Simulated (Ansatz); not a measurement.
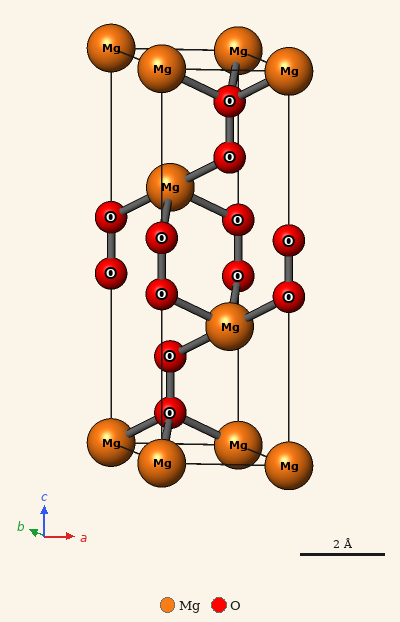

Fig. 1: The structure as given in the input (ball-and-stick view of the cell 3 times as large as that of the calculation, set on its symmetry axes, seen slightly off an axis). An atom can appear more than once, as a periodic image.

## Single-point calculation of MgO$_{2}$

- system: MgO$_{2}$ (R-3m, 3 atoms in the cell)
- method: DFT r2SCAN, scalar-relativistic, plane waves, PAW, no spin polarisation (Ansatz 0.2.0)

The structure derives from a Materials Project entry. It belongs to a series of runs on one base structure; here: strain -0.040 along x and y, -0.080 along z, atoms carried along. Figures and captions count atoms from 1; the log counts them from 0 in places.

### The input
```yaml
crystal:
  lattice:
    - [1.5405705754, 0.8894488364, 3.2144605649]
    - [-1.5405705754, 0.8894488364, 3.2144605649]
    - [0.0, -1.7788976728, 3.2144605649]
  atoms:
    - { symbol: Mg, position: [0.0, 0.0, 0.0] }
    - { symbol: O, position: [0.428786, 0.428786, 0.428786] }
    - { symbol: O, position: [0.571214, 0.571214, 0.571214] }
basis:
  ecutwfc: 500
kpoints:
  mp_grid: { grid: [12, 12, 12] }
hamiltonian:
  xc: r2scan
scf:
  occupations: { method: gaussian, width: 0.05 }
output:
  forces: true
  stress: true
  eigenvalues: true
  write_density: true
  write_potential: true
  elf: true
  volumetric_format: npy
```

Run as:
```bash
ansatz run input.yaml --threads 1 --pin off --max-ram 2560MiB --backend cpu --events-out ev --progress --plain --runs-dir out
```

### Output
```
Engine: ansatz 0.2.0, x86_64-unknown-linux-gnu
Pseudopotentials: kind: paw
Pseudopotential: Mg, paw, valence charge 10, recommended cutoff 500 eV (meta_gga), Mg.paw.azcp
Pseudopotential: O, paw, valence charge 6, recommended cutoff 500 eV (meta_gga), O.paw.azcp
Functional definition: r2SCAN
  parameter k0 = 0.174
  parameter k1 = 0.065
  parameter a1 = 4.9479
  exchange = r2scan_x(k0 = k0, k1 = k1, a1 = a1)
  correlation = r2scan_c
Crystal: 3 atoms, lattice volume = 26.428 Å³
Basis set: ecut = 500 eV, 677 PW (Γ), exchange–correlation on 108×108×108 points (64 copies of the dense FFT grid, shifted against one another)
Bands: 15, of which v1, the nominal top of the filled ones, is band 11 counted from 1 (10 counted from 0)
Symmetry: 12 space group operations
Space group: R-3m (ITA 166), of the structure as read, at distance tolerance 3.0e-5 Å
k-points: 189 of 1728
Non-local potential: Mg, projectors of the file, l = 0: 3, l = 1: 2, l = 2: 1
Non-local potential: O, projectors of the file, l = 0: 2, l = 1: 2, l = 2: 1
PAW form: soft (Blöchl's): semilocal exchange-correlation on the pseudo side does not see the compensation charge
PAW frozen core: Mg, regenerated for the run's functional (the file was generated under x = pbe(κ = 0.804, μ = 0.2195149727645171), c = pbe(β = 0.06672455060314922))
PAW frozen core: O, regenerated for the run's functional (the file was generated under x = pbe(κ = 0.804, μ = 0.2195149727645171), c = pbe(β = 0.06672455060314922))
PAW one-centre angular grid: Mg, 302 points (default); XC on 224 Gauss nodes
PAW one-centre angular grid: O, 302 points (default); XC on 160 Gauss nodes
Initial density: superposition of atomic densities (neutral atoms: chi_scale 0, normalization atom), corrected by the library's trained network
Initial wavefunctions: pseudopotential atomic-orbital guess
Functional: x = r2scan, c = r2scan; τ floored in thin density (d = 2e-4 eV/Å³)
SCF iter   1: F=—  HF=-3063.263513 eV  |F-HF|=—  |Δ(HF+E_count)|=         —  Δρ=9.96e-3  dr2=9.70e-3  dr2_τ=2.00e-1  ethr=1.77e-3  ⟨swp⟩=5.3  Hψ=15408  notcnv=0
preconditioner: auto → none  [insulator: Δε(μ)=4.363 eV  Ē_g=19.407 eV  σ=0.050 eV  W_gap=1.00  n_scr=8 (ndim 8)  ℏωp=27.0 eV  f_vac=0.022  D(μ)=0.00/eV (n_scr^D=0)  ε∞_Penn≈2.9]
SCF iter   2: F=—  HF=-3063.356932 eV  |F-HF|=—  |Δ(HF+E_count)|=   9.34e-2  Δρ=4.73e-3  dr2=2.26e-3  dr2_τ=2.45e-4  ethr=4.41e-5  ⟨swp⟩=2.1  Hψ=7201  notcnv=0
SCF iter   3: F=—  HF=-3063.357360 eV  |F-HF|=—  |Δ(HF+E_count)|=   4.29e-4  Δρ=1.62e-3  dr2=3.24e-4  dr2_τ=5.16e-5  ethr=1.03e-5  ⟨swp⟩=2.1  Hψ=4498  notcnv=0
SCF iter   4: F=—  HF=-3063.357282 eV  |F-HF|=—  |Δ(HF+E_count)|=   7.89e-5  Δρ=3.25e-4  dr2=9.37e-6  dr2_τ=3.58e-6  ethr=1.47e-6  ⟨swp⟩=2.0  Hψ=3839  notcnv=0
SCF iter   5: F=—  HF=-3063.357287 eV  |F-HF|=—  |Δ(HF+E_count)|=   5.03e-6  Δρ=4.52e-5  dr2=1.22e-7  dr2_τ=3.47e-8  ethr=4.26e-8  ⟨swp⟩=2.8  Hψ=4992  notcnv=0
SCF iter   6: F=-3063.357287 eV  HF=-3063.357287 eV  |F-HF|=2.37e-9  |Δ(HF+E_count)|=   2.64e-7  Δρ=7.99e-6  dr2=5.11e-9  dr2_τ=1.48e-9  ethr=4.55e-10  ⟨swp⟩=8.9  Hψ=19330  notcnv=0
SCF 1 converged in 6 iterations: F = -3063.357287 eV  dr2 = 5.11e-9
  greatest PAW one-centre occupation: 1.000 electrons in one spin orbital (limit 2), on the Mg atom at site 0 (counted from 0), in its partial waves of l = 0
```

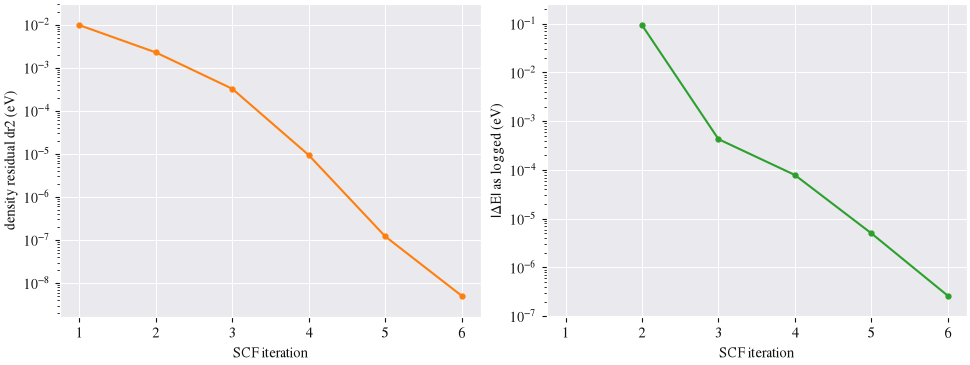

Fig. 2: Convergence of the self-consistent field: density residual dr2 and size of the energy change against the SCF iteration. The residual falls at every step.

```
SCF converged after 6 iterations
Free energy (F): -3063.357287 eV
Harris-Foulkes:  -3063.357287 eV  (|F-HF|=2.37e-9)
Internal energy: -3063.357287 eV  (E = F + TS)
E sigma→0 (E₀):  -3063.357287 eV
Fermi energy:    10.652227 eV
--- Per-component energies (eV) ---
  E_band       = -337.201104
  E_kinetic    = 437.054702
  E_local      = -2031.208699  (includes V_loc(G=0)·N_el)
  E_nonlocal   = 191.869598
  E_hartree    = 709.476658
  E_xc         = -176.267427
  E_vxc        = -254.438314  (∫ρ·V_xc dr)
  E_paw        = -615.993659  (= ΣΔE_a)
  E_vpaw       = -115.899286  (= ΣTr[D̂ρ^β])
  E_aug_tail   = 0.002205  (compensation charges beyond the density's cutoff)
  E_vtau       = 16.466756  (kinetic-family band-sum trace: ∫τ·v_τ [+ j·A + Jᵃ·Aᵃ] dr)
  E_ewald      = -1578.200575
  E_core_change = -0.090090  (= ΣΔE_core)
  E_smearing   = -0.000000  (= −TS)
  E_closure    = 0.000000  (closes the sum)
  Σ components = -3063.357287   (vs F -3063.357287, Δ=0.00e0)
--- Forces (eV/Å), atoms counted from 1 ---
  atom   1  Mg     0.00000000     0.00000000    -0.00000000
  atom   2  O     -0.00000000     0.00000000    -2.36862069
  atom   3  O     -0.00000000    -0.00000000     2.36862069
  max |Σ_I F_I| component: 6.94e-18 eV/Å
--- Stress (GPa, compression-positive) ---
       13.637132       0.000000       0.000000
        0.000000      13.637132      -0.000000
       -0.000000      -0.000000      55.813859
  P = ⅓ Tr σ = 27.6960 GPa (276.960 kbar)
--- Band table (eV; the first three rows and the last of 189) ---
  k-point 0: bands = ["-67.5531", "-32.7113", "-32.6385", "-32.6385", "-16.1133", "-6.8012", "-0.6343", "3.7959", "3.7959", "7.2934", "7.2934", "13.8327", "15.5031", "23.6632", "24.1885"]
  k-point 1: bands = ["-67.5528", "-32.7108", "-32.6428", "-32.6393", "-16.0741", "-6.8409", "-0.5743", "3.5895", "3.7667", "7.2582", "7.2617", "14.1023", "15.5483", "23.3882", "23.7411"]
  k-point 2: bands = ["-67.5521", "-32.7095", "-32.6543", "-32.6415", "-15.9650", "-6.9480", "-0.4122", "3.0557", "3.6883", "7.1763", "7.1887", "14.7726", "15.6728", "22.2652", "23.6442"]
  k-point 188: bands = ["-67.5528", "-32.7237", "-32.6387", "-32.6387", "-15.4958", "-9.1845", "2.8727", "3.0880", "3.0880", "8.4765", "8.4765", "13.3637", "13.6006", "20.7480", "23.9372"]
```

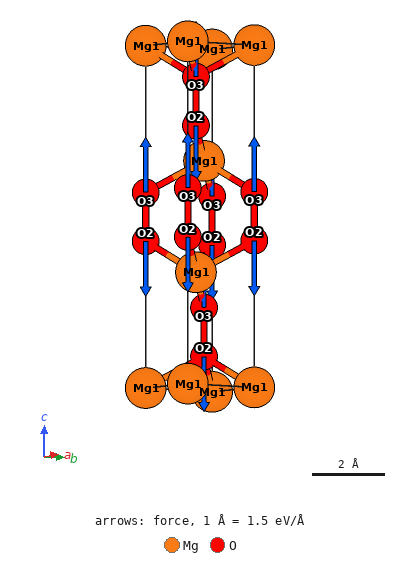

Fig. 3: Forces on the atoms as blue arrows (ball-and-stick view of the cell 3 times as large as that of the calculation, set on its symmetry axes, seen at an oblique angle; atoms are numbered from 1 in the order of the input). The largest act on O2, O3 (2.37 eV/Å). The geometry is not a stationary point of this energy.

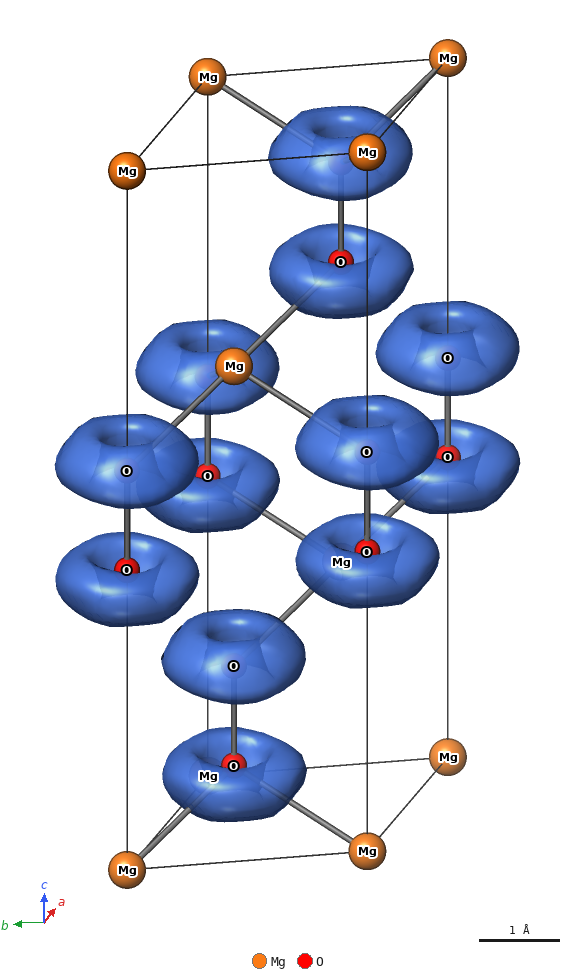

Fig. 4: Isosurface of the electron localisation function at 0.8 (blue), seen at an oblique angle. Core shells and regions of very low density are left out. Sticks mark near contacts. The outline is the cell set on symmetry axes. Profiles from the grid: O–O (1.37 Å): the ELF peaks at about 0.75 between the atoms, as expected for localised, shared-pair bonding. Mg–O (2.00 Å): the ELF is about 0.35 at the midpoint. The fields are those of the smooth PAW valence density.

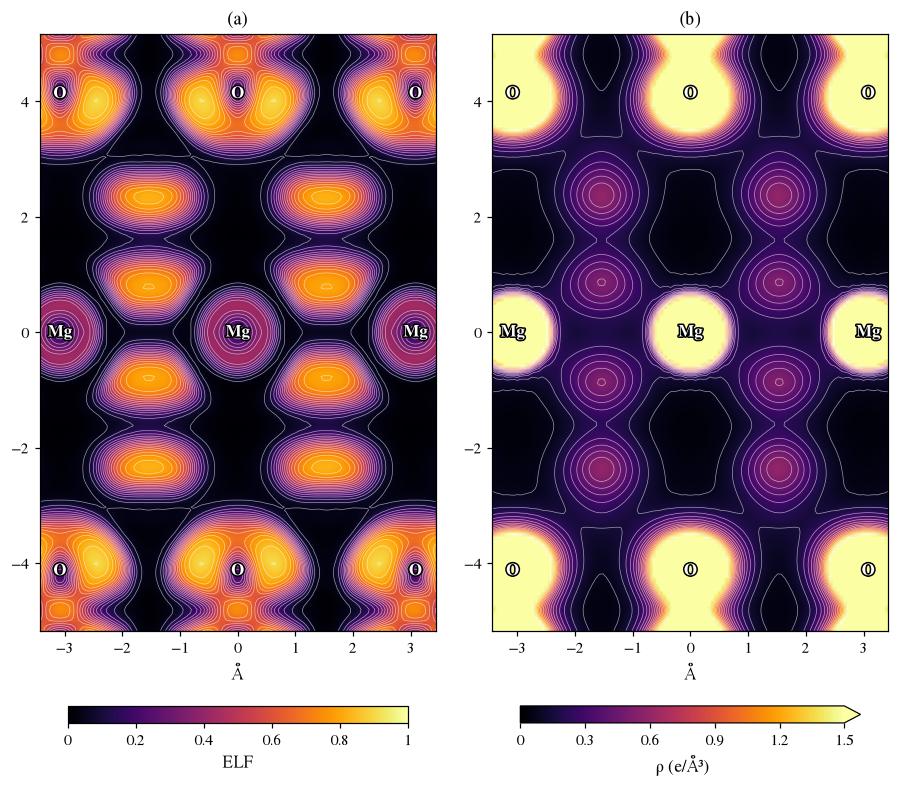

Fig. 5: (a) ELF; (b) valence charge density (pseudo) on the (010) plane of the conventional cell. Atoms in the plane: Mg and O. Away from the nuclei the density in this plane falls to 0.03 e/Å³ at its lowest.

### Key numbers

- outcome: converged
- space group (tolerance 0.01 Å): R-3m (166)
- electrons treated: 22
- free energy: −3063.3573 eV
- Fermi energy: 10.652 eV
- gap on the k-point mesh: 4.35 eV
- pressure: 27.70 GPa
- largest force (length of the vector): 2.369 eV/Å
- hardware: 1 thread of Intel Xeon (Sapphire Rapids), 32 GiB of memory available, shared host
- wall time: 10 s
- peak memory: 0.49 GiB
